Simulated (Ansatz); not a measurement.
**What a change does: single-point calculation on Ni**

System: Ni (Fd-3m, 2 atoms in the cell).
Method of the first run: DFT, m-r2SCAN, plane waves (500 eV) with PAW, scalar-relativistic, spin-polarised (Ansatz 0.2.0).

Text and figures count atoms from 1; the logs count them from 0 in places.

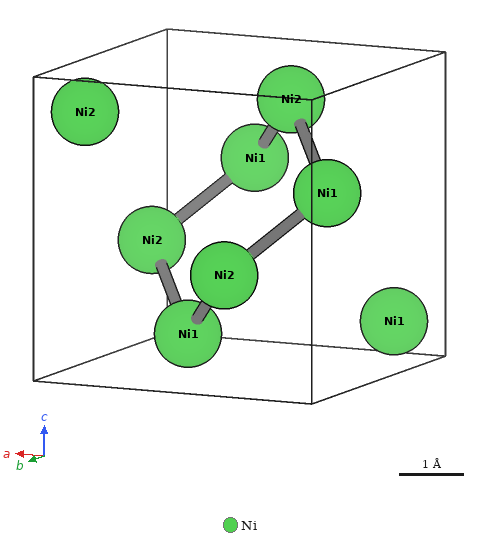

Figure 1. The structure (ball-and-stick view of the cell 4 times as large as that of the calculation, set on its symmetry axes, seen at an oblique angle; atoms are numbered from 1 in the order of the input). Near neighbours in the crystal (not all of them lie inside the picture): Ni has 4 Ni at 2.11 Å.

Input file, the first run:
```yaml
crystal:
  lattice:
    - [0.0, 2.4403294968, 2.4403294968]
    - [2.4403294968, 0.0, 2.4403294968]
    - [2.4403294968, 2.4403294968, 0.0]
  atoms:
    - { symbol: Ni, position: [0.125, 0.125, 0.125], spin: 0.812 }
    - { symbol: Ni, position: [0.875, 0.875, 0.875], spin: 0.812 }
hamiltonian:
  xc: mr2scan
  pseudopotentials:
    kind: paw
    azcp:
      Ni: "pseudopotentials/Ni.paw.azcp"
basis:
  ecutwfc: 500
  fft_grid_basis: typed
kpoints:
  mp_grid: { grid: [12, 12, 12], shift: [0, 0, 0] }
magnetization:
  spin_polarized: true
scf:
  occupations: { method: fermi_dirac, width: 0.05 }
  lower_state_search: "off"
output:
  stress: true
  write_density: true
  write_potential: true
  elf: true
  volumetric_format: npy
```

Hardware: 2 threads of an x86-64 CPU, shared host.

Output, shortened to warnings, some set-up lines, iterations and results (the first run):
```
Basis set: ecut = 500 eV, 725 PW (Γ), exchange–correlation on 108×108×108 points (64 copies of the dense FFT grid, shifted against one another)
Symmetry: 48 space group operations
k-points: 72 of 1728
Initial density: superposition of atomic densities (chi_scale 0.1, normalization cell)
[...]
SCF iter   1: F=-11685.816109 eV  HF=-11688.129807 eV  |F-HF|=2.31e0  |Δ(HF+E_count)|=         —  Δρ=6.58e-2 (↑6.56e-2 ↓6.58e-2)  dr2=3.60e0  dr2_τ=2.18e-2  dr2_m=8.38e-3  …
SCF iter   2: F=-11687.674016 eV  HF=-11687.819465 eV  |F-HF|=1.45e-1  |Δ(HF+E_count)|=   3.10e-1  Δρ=2.59e-2 (↑2.59e-2 ↓1.68e-2)  dr2=5.62e-1  dr2_τ=6.45e-3  dr2_m=2.14e-2  …
SCF iter   3: F=-11687.735687 eV  HF=-11687.806332 eV  |F-HF|=7.06e-2  |Δ(HF+E_count)|=   1.31e-2  Δρ=1.63e-2 (↑1.63e-2 ↓1.13e-2)  dr2=2.83e-1  dr2_τ=6.90e-4  dr2_m=5.57e-3  …
SCF iter   4: F=-11687.754082 eV  HF=-11687.714192 eV  |F-HF|=3.99e-2  |Δ(HF+E_count)|=   9.21e-2  Δρ=2.42e-2 (↑1.20e-2 ↓2.42e-2)  dr2=1.96e-1  dr2_τ=4.90e-4  dr2_m=1.15e-2  …
SCF iter   5: F=-11687.804951 eV  HF=-11687.785200 eV  |F-HF|=1.98e-2  |Δ(HF+E_count)|=   7.10e-2  Δρ=3.09e-3 (↑3.09e-3 ↓2.33e-3)  dr2=4.00e-3  dr2_τ=4.11e-4  dr2_m=4.52e-4  …
[... 13 lines ...]
SCF iter  19: F=-11687.811619 eV  HF=-11687.811611 eV  |F-HF|=7.30e-6  |Δ(HF+E_count)|=   7.64e-6  Δρ=2.15e-5 (↑1.78e-5 ↓2.15e-5)  dr2=7.36e-9  dr2_τ=1.30e-10  dr2_m=9.59e-8  …
SCF iter  20: F=-11687.811619 eV  HF=-11687.811618 eV  |F-HF|=1.39e-6  |Δ(HF+E_count)|=   6.32e-6  Δρ=9.67e-6 (↑9.67e-6 ↓3.94e-6)  dr2=6.69e-9  dr2_τ=3.44e-11  dr2_m=1.15e-8  …
SCF iter  21: F=-11687.811619 eV  HF=-11687.811618 eV  |F-HF|=6.36e-7  |Δ(HF+E_count)|=   8.01e-7  Δρ=6.54e-6 (↑6.54e-6 ↓2.78e-6)  dr2=3.30e-9  dr2_τ=1.70e-11  dr2_m=5.29e-9  …
SCF iter  22: F=-11687.811619 eV  HF=-11687.811619 eV  |F-HF|=6.79e-8  |Δ(HF+E_count)|=   6.06e-7  Δρ=2.80e-6 (↑2.80e-6 ↓1.29e-6)  dr2=2.06e-9  dr2_τ=6.81e-12  dr2_m=1.82e-10 …
SCF 1 converged in 22 iterations: F = -11687.811619 eV  dr2 = 2.06e-9
this state was not tested for a lower state beside it, because the mixer in use, unlike msr1, does not test its closes by its own steps (another_mixer; see scf.mixing.algorithm and scf.lower_state_search)
SCF converged after 22 iterations
Magnetization: 1.5158 μB (18.7579 up, 17.2421 down)
Absolute magnetization: 1.6909 μB (∫|ρ↑−ρ↓|, with the PAW one-centre terms)
Spin contamination: 0.0168 ħ² per cell (⟨S²⟩ above its minimum at these occupations)
Per-site moments (μB) at R_I (Å): [(0.7909838091721552, 0.8717722768562346), (0.7909838091721545, 0.8717722768562346)]
Free energy (F): -11687.811619 eV
Harris-Foulkes:  -11687.811619 eV  (|F-HF|=6.79e-8)
Internal energy: -11687.787660 eV  (E = F + TS)
E sigma→0 (E₀):  -11687.799639 eV
Entropy (-TS):   -0.023959 eV (-11.980 meV/atom)
Fermi energy:    12.457290 eV
--- Per-component energies (eV) ---
  E_band       = -823.951242
  E_kinetic    = 566.641883
  E_local      = -8552.806406  (includes V_loc(G=0)·N_el)
  E_nonlocal   = 1288.089922
  E_hartree    = 3609.819438
  E_xc         = -155.303655
  E_vxc        = -230.645105  (∫ρ·V_xc dr)
  E_paw        = -3294.319192  (= ΣΔE_a)
  E_vpaw       = -1132.127812  (= ΣTr[D̂ρ^β])
  E_aug_tail   = 0.000496  (compensation charges beyond the density's cutoff)
  E_vtau       = 17.251365  (kinetic-family band-sum trace: ∫τ·v_τ [+ j·A + Jᵃ·Aᵃ] dr)
  E_ewald      = -5149.310008
  E_core_change = -0.600137  (= ΣΔE_core)
  E_smearing   = -0.023959  (= −TS)
  E_closure    = 0.000000  (closes the sum)
  Σ components = -11687.811619   (vs F -11687.811619, Δ=0.00e0)
--- Stress (GPa, compression-positive) ---
       10.655413       0.000000      -0.000000
        0.000000      10.655413       0.000000
        0.000000      -0.000000      10.655413
  P = ⅓ Tr σ = 10.6554 GPa (106.554 kbar)
```

For the second run the input was changed thus:
```diff
-    - [0.0, 2.4403294968, 2.4403294968]
-    - [2.4403294968, 0.0, 2.4403294968]
-    - [2.4403294968, 2.4403294968, 0.0]
+    - [0.0, 2.5091070666, 2.5091070666]
+    - [2.5091070666, 0.0, 2.5091070666]
+    - [2.5091070666, 2.5091070666, 0.0]
```

What does this change do to the results?

With the same functional and potentials, the second run lies 38.7 meV per atom lower. The pressure goes from 10.66 to −0.01 GPa. The volume per atom goes from 14.53 to 15.80 Å³. The cell is scaled evenly with the atoms at fixed fractional positions, so −ΔP/Δ ln V estimates the bulk modulus midway between the two volumes: about 130 GPa. The SCF takes 20 iterations against 22. The plane waves at Γ go from 725 to 821.

Output, shortened to warnings, some set-up lines, iterations and results (the second run):
```
Basis set: ecut = 500 eV, 821 PW (Γ), exchange–correlation on 108×108×108 points (64 copies of the dense FFT grid, shifted against one another)
Symmetry: 48 space group operations
k-points: 72 of 1728
Initial density: superposition of atomic densities (chi_scale 0.1, normalization cell)
[...]
SCF iter   1: F=-11685.421449 eV  HF=-11688.315062 eV  |F-HF|=2.89e0  |Δ(HF+E_count)|=         —  Δρ=7.11e-2 (↑6.74e-2 ↓7.11e-2)  dr2=4.31e0  dr2_τ=2.00e-2  dr2_m=9.34e-3  …
SCF iter   2: F=-11687.766485 eV  HF=-11687.889313 eV  |F-HF|=1.23e-1  |Δ(HF+E_count)|=   4.26e-1  Δρ=2.42e-2 (↑2.42e-2 ↓1.53e-2)  dr2=5.19e-1  dr2_τ=7.61e-3  dr2_m=2.52e-2  …
SCF iter   3: F=-11687.797557 eV  HF=-11687.885964 eV  |F-HF|=8.84e-2  |Δ(HF+E_count)|=   3.35e-3  Δρ=1.63e-2 (↑1.63e-2 ↓1.14e-2)  dr2=3.16e-1  dr2_τ=6.78e-4  dr2_m=4.80e-3  …
SCF iter   4: F=-11687.809818 eV  HF=-11687.795132 eV  |F-HF|=1.47e-2  |Δ(HF+E_count)|=   9.08e-2  Δρ=2.69e-2 (↑1.26e-2 ↓2.69e-2)  dr2=2.64e-1  dr2_τ=6.76e-4  dr2_m=1.67e-2  …
SCF iter   5: F=-11687.882218 eV  HF=-11687.856930 eV  |F-HF|=2.53e-2  |Δ(HF+E_count)|=   6.18e-2  Δρ=3.35e-3 (↑3.35e-3 ↓2.43e-3)  dr2=4.87e-3  dr2_τ=4.72e-4  dr2_m=8.04e-4  …
[... 11 lines ...]
SCF iter  17: F=-11687.889109 eV  HF=-11687.889109 eV  |F-HF|=3.67e-7  |Δ(HF+E_count)|=   4.29e-5  Δρ=4.29e-5 (↑2.53e-5 ↓4.29e-5)  dr2=5.59e-7  dr2_τ=2.95e-9  dr2_m=5.76e-8  …
SCF iter  18: F=-11687.889109 eV  HF=-11687.889108 eV  |F-HF|=1.24e-6  |Δ(HF+E_count)|=   6.50e-7  Δρ=1.51e-5 (↑1.51e-5 ↓1.13e-5)  dr2=4.26e-8  dr2_τ=3.04e-10  dr2_m=1.26e-8  …
SCF iter  19: F=-11687.889109 eV  HF=-11687.889109 eV  |F-HF|=2.50e-8  |Δ(HF+E_count)|=   1.38e-6  Δρ=1.42e-5 (↑7.69e-6 ↓1.42e-5)  dr2=8.77e-8  dr2_τ=9.63e-11  dr2_m=3.38e-9  …
SCF iter  20: F=-11687.889109 eV  HF=-11687.889109 eV  |F-HF|=2.68e-8  |Δ(HF+E_count)|=   4.09e-8  Δρ=9.68e-6 (↑3.14e-6 ↓9.68e-6)  dr2=3.02e-8  dr2_τ=3.19e-11  dr2_m=3.43e-9  …
SCF 1 converged in 20 iterations: F = -11687.889109 eV  dr2 = 3.02e-8
this state was not tested for a lower state beside it, because the mixer in use, unlike msr1, does not test its closes by its own steps (another_mixer; see scf.mixing.algorithm and scf.lower_state_search)
SCF converged after 20 iterations
Magnetization: 1.5355 μB (18.7677 up, 17.2323 down)
Absolute magnetization: 1.7288 μB (∫|ρ↑−ρ↓|, with the PAW one-centre terms)
Spin contamination: 0.0198 ħ² per cell (⟨S²⟩ above its minimum at these occupations)
Per-site moments (μB) at R_I (Å): [(0.8061480388011938, 0.8963420649523944), (0.8061480388011935, 0.8963420649523944)]
Free energy (F): -11687.889109 eV
Harris-Foulkes:  -11687.889109 eV  (|F-HF|=2.68e-8)
Internal energy: -11687.861998 eV  (E = F + TS)
E sigma→0 (E₀):  -11687.875553 eV
Entropy (-TS):   -0.027112 eV (-13.556 meV/atom)
Fermi energy:    11.056342 eV
--- Per-component energies (eV) ---
  E_band       = -867.791741
  E_kinetic    = 564.129487
  E_local      = -8790.108118  (includes V_loc(G=0)·N_el)
  E_nonlocal   = 1288.471933
  E_hartree    = 3707.340195
  E_xc         = -154.033199
  E_vxc        = -228.713699  (∫ρ·V_xc dr)
  E_paw        = -3294.901258  (= ΣΔE_a)
  E_vpaw       = -1133.324928  (= ΣTr[D̂ρ^β])
  E_aug_tail   = 0.000475  (compensation charges beyond the density's cutoff)
  E_vtau       = 17.093358  (kinetic-family band-sum trace: ∫τ·v_τ [+ j·A + Jᵃ·Aᵃ] dr)
  E_ewald      = -5008.161376
  E_core_change = -0.600137  (= ΣΔE_core)
  E_smearing   = -0.027112  (= −TS)
  E_closure    = -0.000000  (closes the sum)
  Σ components = -11687.889109   (vs F -11687.889109, Δ=0.00e0)
--- Stress (GPa, compression-positive) ---
       -0.012155       0.000000       0.000000
       -0.000000      -0.012155       0.000000
       -0.000000      -0.000000      -0.012155
  P = ⅓ Tr σ = -0.0122 GPa (-0.122 kbar)
```

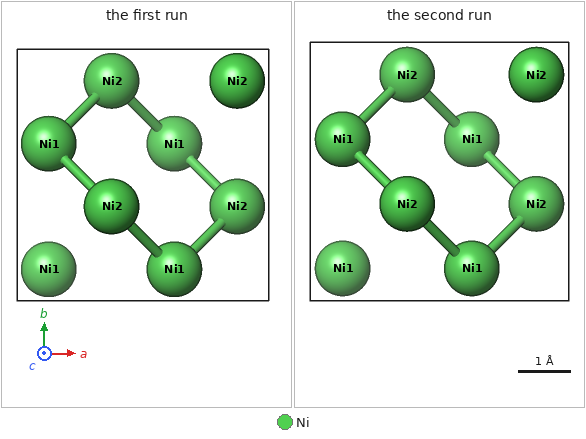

Figure 2. The two input geometries at one scale (ball-and-stick view of the cell 4 times as large as that of the calculation, set on its symmetry axes, along the c axis). The atoms keep their places relative to the cell (all moves are under 0.005 Å). Cell: a = b = c 4.881 → 5.018 Å (+2.8 %). Volume +8.7 %. Among the contacts that change: Ni1–Ni2 2.113 → 2.173 Å.

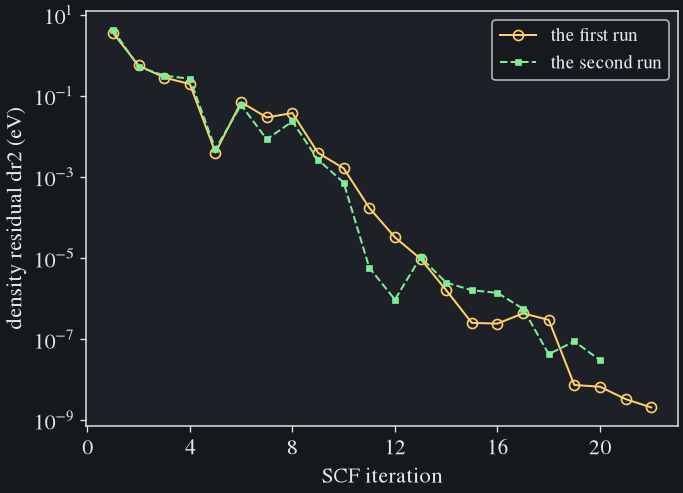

Figure 3. Convergence of the two runs: density residual dr2 against the SCF iteration. The first run takes 22 iterations in all, and the second run takes 20.

The two runs side by side:

```tsv
quantity	the first run	the second run
outcome	converged	converged
free energy per atom (eV)	−5843.9058	−5843.9446
energy per atom, smearing taken to zero (eV)	−5843.8998	−5843.9378
net moment of the cell (μB)	1.52	1.54
absolute moment of the cell (μB)	1.69	1.73
pressure (GPa)	10.66	−0.01
volume per atom (Å³)	14.53	15.80
SCF iterations	22	20
irreducible k-points	72	72
plane waves at Γ	725	821
wall time (shared host)	8.9 s	8.8 s
```

For both runs: Warnings: the state was not tested for a lower one. For the first run: The cell is under a pressure of 10.7 GPa at this level, so it is not at its equilibrium volume.
